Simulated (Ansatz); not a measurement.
## Single-point calculation, with input and output: Ta15N13 (part 1 of 2)

Ta15N13 (slab, 28 atoms in the cell), computed with DFT, PBEsol, plane waves, PAW, no spin polarisation (Ansatz 0.2.0).

The structure derives from an entry of the Crystallography Open Database. Figures and captions count atoms from 1; the log counts them from 0 in places.

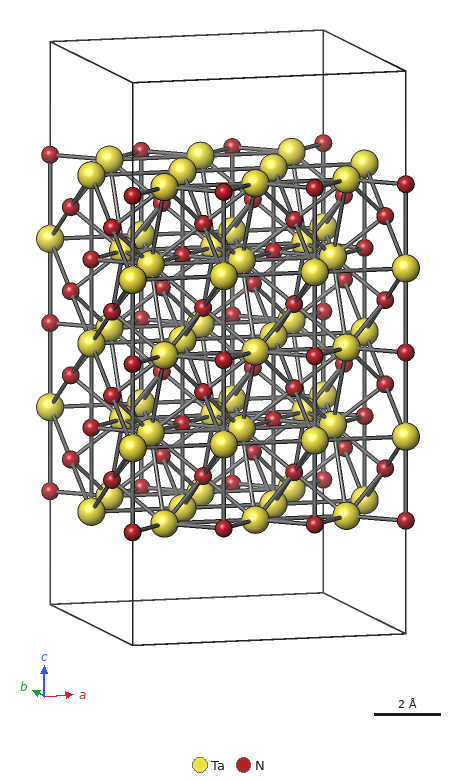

Fig. 1: The input geometry (ball-and-stick view of the 3 × 1 repeat of the cell, with the vacuum cut short, seen slightly off an axis). An atom can appear more than once, as a periodic image.

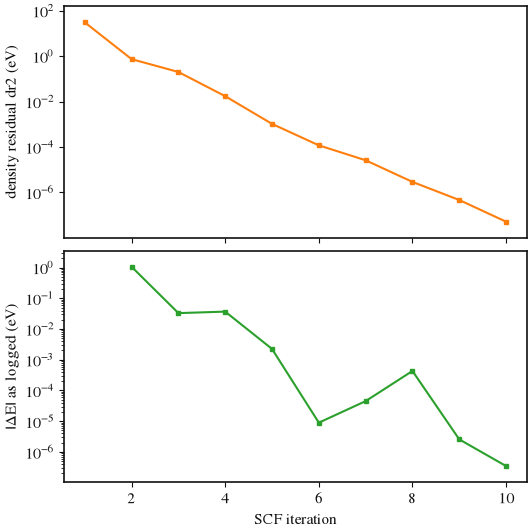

Fig. 2: Convergence of the self-consistent field: density residual dr2 and size of the energy change against the SCF iteration. The residual falls at every step.

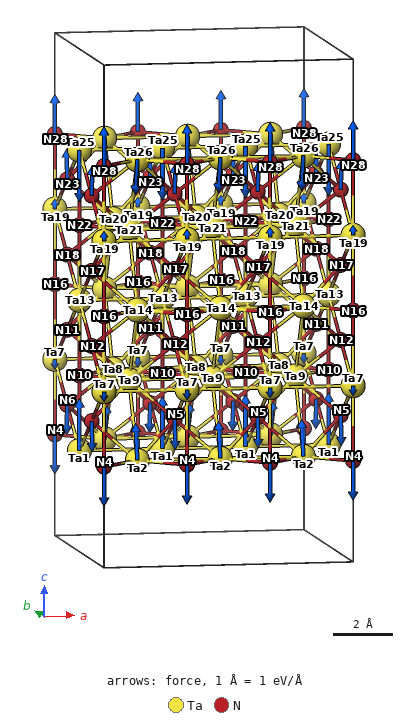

Fig. 3: Forces on the atoms as blue arrows (ball-and-stick view of the 3 × 1 repeat of the cell, with the vacuum cut short, seen slightly off an axis; atoms are numbered from 1 in the order of the input); the smallest are left out. The largest act on Ta1, Ta25 (1.82 eV/Å); N4, N28 (1.40 eV/Å); Ta2, Ta3, Ta26, Ta27 (1.32 eV/Å); N5, N6, N23, N24 (1.08 eV/Å). The geometry is not a stationary point of this energy.

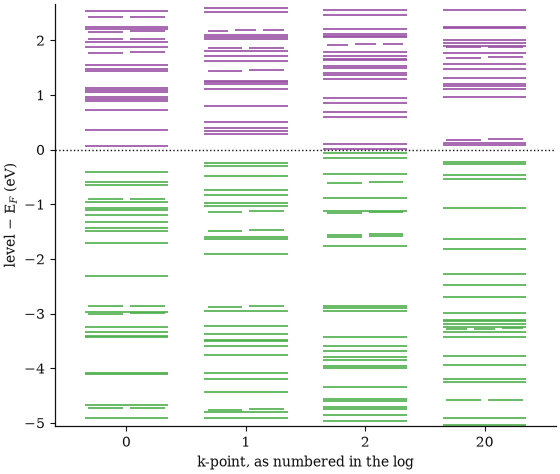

Fig. 4: Kohn–Sham levels near the Fermi level (dotted) at the few k-points that the log prints; levels within 0.02 eV of each other stand side by side. The system is metallic on the full mesh.

These pictures come from the run below.

**The input**
```yaml
crystal:
  lattice:
    - [2.9035873959, 0.0, 0.0]
    - [0.0, 9.0154793236, 0.0]
    - [0.0, 0.0, 25.4101788287]
  atoms:
    - { symbol: Ta, position: [0.0, 0.5, 0.2951573088] }
    - { symbol: Ta, position: [0.5, 0.1666666667, 0.2951573088] }
    - { symbol: Ta, position: [0.5, 0.8333333333, 0.2951573088] }
    - { symbol: "N", position: [0.0, 0.0, 0.2951573088] }
    - { symbol: "N", position: [0.0, 0.25, 0.3463679816] }
    - { symbol: "N", position: [0.0, 0.75, 0.3463679816] }
    - { symbol: Ta, position: [0.0, 0.0, 0.3975786544] }
    - { symbol: Ta, position: [0.5, 0.6666666667, 0.3975786544] }
    - { symbol: Ta, position: [0.5, 0.3333333333, 0.3975786544] }
    - { symbol: "N", position: [0.0, 0.5, 0.3975786544] }
    - { symbol: "N", position: [0.0, 0.75, 0.4487893272] }
    - { symbol: "N", position: [0.0, 0.25, 0.4487893272] }
    - { symbol: Ta, position: [0.0, 0.5, 0.5] }
    - { symbol: Ta, position: [0.5, 0.1666666667, 0.5] }
    - { symbol: Ta, position: [0.5, 0.8333333333, 0.5] }
    - { symbol: "N", position: [0.0, 0.0, 0.5] }
    - { symbol: "N", position: [0.0, 0.25, 0.5512106728] }
    - { symbol: "N", position: [0.0, 0.75, 0.5512106728] }
    - { symbol: Ta, position: [0.0, 0.0, 0.6024213456] }
    - { symbol: Ta, position: [0.5, 0.6666666667, 0.6024213456] }
    - { symbol: Ta, position: [0.5, 0.3333333333, 0.6024213456] }
    - { symbol: "N", position: [0.0, 0.5, 0.6024213456] }
    - { symbol: "N", position: [0.0, 0.75, 0.6536320184] }
    - { symbol: "N", position: [0.0, 0.25, 0.6536320184] }
    - { symbol: Ta, position: [0.0, 0.5, 0.7048426912] }
    - { symbol: Ta, position: [0.5, 0.1666666667, 0.7048426912] }
    - { symbol: Ta, position: [0.5, 0.8333333333, 0.7048426912] }
    - { symbol: "N", position: [0.0, 0.0, 0.7048426912] }
basis:
  ecutwfc: 420
kpoints:
  mp_grid: { grid: [12, 4, 1] }
hamiltonian:
  xc: pbesol
scf:
  occupations: { method: gaussian, width: 0.1 }
  lower_state_search: light
output:
  forces: true
  eigenvalues: true
  stress: true
efield:
  axis: 3
  dipole_correction: true
  ramp_width: 0.04
```

Run as:
```bash
ansatz run input.yaml --threads 4 --pin off --max-ram 10240MiB --backend cpu --events-out ev --progress --plain --runs-dir out
```

**What the program printed**
```
Engine: ansatz 0.2.0, x86_64-unknown-linux-gnu
Pseudopotentials: kind: paw
Pseudopotential: Ta, paw, valence charge 13, recommended cutoff 420 eV (normal), Ta.paw.azcp
Pseudopotential: N, paw, valence charge 5, recommended cutoff 420 eV (normal), N.paw.azcp
Functional definition: PBEsol
  exchange = pbesol_x
  correlation = pbesol_c
Crystal: 28 atoms, lattice volume = 665.168 Å³
Basis set: ecut = 420 eV, 12951 PW (Γ), exchange–correlation on 40×128×360 points (8 copies of the dense FFT grid, shifted against one another)
Bands: 158, of which v1, the nominal top of the filled ones, is band 130 counted from 1 (129 counted from 0)
Symmetry: 4 space group operations
k-points: 21 of 48
Non-local potential: Ta, projectors of the file, l = 0: 3, l = 1: 2, l = 2: 2, l = 3: 1
Non-local potential: N, projectors of the file, l = 0: 2, l = 1: 2, l = 2: 1
PAW form: soft (Blöchl's): semilocal exchange-correlation on the pseudo side does not see the compensation charge
PAW frozen core: Ta, regenerated for the run's functional, and the local potential with it (the file was generated under x = pbe(κ = 0.804, μ = 0.2195149727645171), c = pbe(β = 0.06672455060314922))
PAW frozen core: N, regenerated for the run's functional, and the local potential with it (the file was generated under x = pbe(κ = 0.804, μ = 0.2195149727645171), c = pbe(β = 0.06672455060314922))
PAW one-centre angular grid: Ta, 590 points (default); XC on 64 Gauss nodes
PAW one-centre angular grid: N, 110 points (default); XC on 64 Gauss nodes
Initial density: superposition of atomic densities (neutral atoms: chi_scale 0, normalization atom), corrected by the library's trained network
Initial wavefunctions: pseudopotential atomic-orbital guess
Functional: x = pbesol(κ = 0.804, μ = 0.12345679012345678), c = pbesol(β = 0.046)
SCF iter   1: F=—  HF=-152033.411254 eV  |F-HF|=—  |Δ(HF+E_count)|=         —  Δρ=1.51e-2  dr2=3.05e1  ethr=1.77e-3  p=0.000 e·Å  D=5.00e-14 V/Å  ΔV_dip=-0.00 eV  dr2_dipole=3.77e-7  V_vac-E_F(+/−)=5.40/5.40 eV  ⟨swp⟩=8.6  Hψ=16658  notcnv=0
efield: sawtooth ramp at fractional position 0.9800 (placed from the atoms, in the widest stretch of the axis that holds none; the zero of the levels goes with the place), width 0.0400; the density the first Hamiltonian is built on has a dipole p = 0.000 e·Å; the dipole correction subtracts the counter field D = 5.00e-14 V/Å, which shifts the + side's vacuum level by -0.00 eV against the − side's; the planar-averaged density in the ramp window peaks in size at 3.1e-5 e/Å³
preconditioner: auto → LDOS  [metal: Δε(μ)=0.013 eV  Ē_g=8.515 eV  σ=0.100 eV  W_gap=0.07  n_scr=138 (ndim 8)  ℏωp=17.0 eV  f_vac=0.437  D(μ)=13.59/eV (n_scr^D=66)  β→1.0]
SCF iter   2: F=—  HF=-152032.353210 eV  |F-HF|=—  |Δ(HF+E_count)|=    1.06e0  Δρ=6.82e-3  dr2=7.35e-1  ethr=1.77e-3  p=0.000 e·Å  D=6.39e-5 V/Å  ΔV_dip=-0.00 eV  dr2_dipole=9.17e-5  V_vac-E_F(+/−)=4.59/4.60 eV  ⟨swp⟩=3.4  Hψ=4891  notcnv=0  defer=383
SCF iter   3: F=—  HF=-152032.320289 eV  |F-HF|=—  |Δ(HF+E_count)|=   3.29e-2  Δρ=4.46e-3  dr2=2.00e-1  ethr=2.83e-4  p=0.000 e·Å  D=1.31e-5 V/Å  ΔV_dip=-0.00 eV  dr2_dipole=1.58e-8  V_vac-E_F(+/−)=4.55/4.55 eV  ⟨swp⟩=2.6  Hψ=5584  notcnv=0  defer=383
SCF iter   4: F=—  HF=-152032.283458 eV  |F-HF|=—  |Δ(HF+E_count)|=   3.68e-2  Δρ=1.29e-3  dr2=1.72e-2  ethr=7.69e-5  p=0.000 e·Å  D=1.12e-5 V/Å  ΔV_dip=-0.00 eV  dr2_dipole=1.07e-6  V_vac-E_F(+/−)=4.50/4.50 eV  ⟨swp⟩=2.7  Hψ=5029  notcnv=0  defer=383
SCF iter   5: F=—  HF=-152032.281213 eV  |F-HF|=—  |Δ(HF+E_count)|=   2.25e-3  Δρ=3.19e-4  dr2=1.04e-3  ethr=6.61e-6  p=0.000 e·Å  D=6.14e-6 V/Å  ΔV_dip=-0.00 eV  dr2_dipole=1.36e-7  V_vac-E_F(+/−)=4.48/4.48 eV  ⟨swp⟩=2.7  Hψ=5483  notcnv=0  defer=377
SCF iter   6: F=—  HF=-152032.281222 eV  |F-HF|=—  |Δ(HF+E_count)|=   8.97e-6  Δρ=1.24e-4  dr2=1.18e-4  ethr=3.99e-7  p=0.000 e·Å  D=1.88e-6 V/Å  ΔV_dip=-0.00 eV  dr2_dipole=8.44e-10  V_vac-E_F(+/−)=4.47/4.47 eV  ⟨swp⟩=2.8  Hψ=5103  notcnv=0  defer=377
SCF iter   7: F=—  HF=-152032.281267 eV  |F-HF|=—  |Δ(HF+E_count)|=   4.51e-5  Δρ=5.97e-5  dr2=2.60e-5  ethr=4.54e-8  p=0.000 e·Å  D=3.88e-7 V/Å  ΔV_dip=-0.00 eV  dr2_dipole=8.53e-10  V_vac-E_F(+/−)=4.47/4.47 eV  ⟨swp⟩=2.7  Hψ=5082  notcnv=0  defer=377
SCF iter   8: F=—  HF=-152032.281699 eV  |F-HF|=—  |Δ(HF+E_count)|=   4.32e-4  Δρ=2.28e-5  dr2=2.90e-6  ethr=1.00e-8  p=-0.000 e·Å  D=-1.83e-8 V/Å  ΔV_dip=0.00 eV  dr2_dipole=4.33e-10  V_vac-E_F(+/−)=4.47/4.47 eV  ⟨swp⟩=2.9  Hψ=4903  notcnv=0  defer=377
SCF iter   9: F=—  HF=-152032.281702 eV  |F-HF|=—  |Δ(HF+E_count)|=   2.57e-6  Δρ=8.49e-6  dr2=4.63e-7  ethr=1.12e-9  p=-0.000 e·Å  D=-6.63e-8 V/Å  ΔV_dip=0.00 eV  dr2_dipole=4.57e-12  V_vac-E_F(+/−)=4.47/4.47 eV  ⟨swp⟩=3.0  Hψ=5586  notcnv=0  defer=377
SCF iter  10: F=-152032.281702 eV  HF=-152032.281702 eV  |F-HF|=1.78e-7  |Δ(HF+E_count)|=   3.48e-7  Δρ=3.09e-6  dr2=5.15e-8  ethr=3.85e-11  p=-0.000 e·Å  D=-6.54e-8 V/Å  ΔV_dip=0.00 eV  dr2_dipole=2.09e-13  V_vac-E_F(+/−)=4.47/4.47 eV  ⟨swp⟩=20.3  Hψ=19840  notcnv=0
SCF 1 converged in 10 iterations: F = -152032.281702 eV  dr2 = 5.15e-8
  greatest PAW one-centre occupation: 1.000 electrons in one spin orbital (limit 2), on the Ta atom at site 20 (counted from 0), in its partial waves of l = 0
SCF converged after 10 iterations
Free energy (F): -152032.281702 eV
Harris-Foulkes:  -152032.281702 eV  (|F-HF|=1.78e-7)
Internal energy: -152032.216740 eV  (E = F + TS)
E sigma→0 (E₀):  -152032.249221 eV
Entropy (-TS):   -0.064962 eV (-2.320 meV/atom)
Fermi energy:    7.471823 eV
Dipole field:    D = 0.000000 V/Å  (p = 0.000001 e·Å, saw-weighted, corrected)
Work function:   Φ+ = 4.4658 eV   Φ− = 4.4659 eV
Levels:          The Fermi level and band energies are counted from a zero that moves with the ramp; work functions are not
--- Per-component energies (eV) ---
  E_band       = -4261.525865
  E_kinetic    = 7189.833052
  E_local      = -267319.781766  (includes V_loc(G=0)·N_el)
  E_nonlocal   = 848.851414
  E_hartree    = 130519.143164
  E_xc         = -4025.297241
  E_vxc        = -4041.097165  (∫ρ·V_xc dr)
  E_paw        = -125680.331591  (= ΣΔE_a)
  E_vpaw       = -1977.636437  (= ΣTr[D̂ρ^β])
  E_aug_tail   = 0.003956  (compensation charges beyond the density's cutoff)
  E_efield     = 0.000000  (sawtooth field / dipole correction)
  E_vefield    = 0.000000  (∫n·V_field dr)
  E_ewald      = 106431.792290
  E_core_change = 3.569982  (= ΣΔE_core)
  E_smearing   = -0.064962  (= −TS)
  E_closure    = 0.000000  (closes the sum)
  Σ components = -152032.281702   (vs F -152032.281702, Δ=0.00e0)
```
